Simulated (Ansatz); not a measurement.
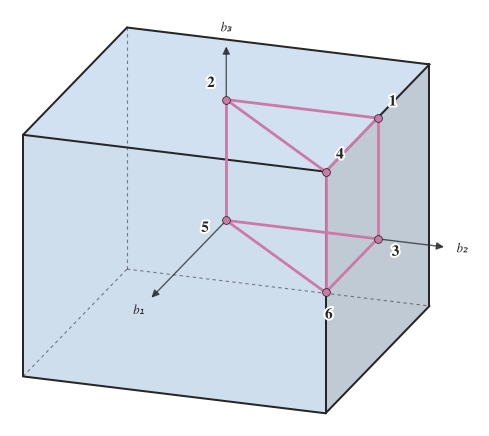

For PbO, the geometry relaxed with DFT PBE+D3(BJ), scalar-relativistic, plane waves, PAW (Ansatz): the first Brillouin zone of a primitive tetragonal lattice (tP; extended symbol tP1) is drawn with its special points numbered. The drawing is computed from the coordinates (standard cell, symmetry found to 0.002 Å).

a = 4.034 Å, b = 4.034 Å, c = 4.993 Å, α = 90.00°, β = 90.00°, γ = 90.00°.

Labels and path follow the convention of Hinuma et al. (2017), as computed by seekpath; the arrows show the directions of the reciprocal primitive vectors b₁, b₂, b₃, in which coordinates are given.

Give the label and coordinates of each numbered point.

Answer.
```tsv
no.	label	coordinates
1	R	(0, 1/2, 1/2)
2	Z	(0, 0, 1/2)
3	X	(0, 1/2, 0)
4	A	(1/2, 1/2, 1/2)
5	Γ	(0, 0, 0)
6	M	(1/2, 1/2, 0)
```
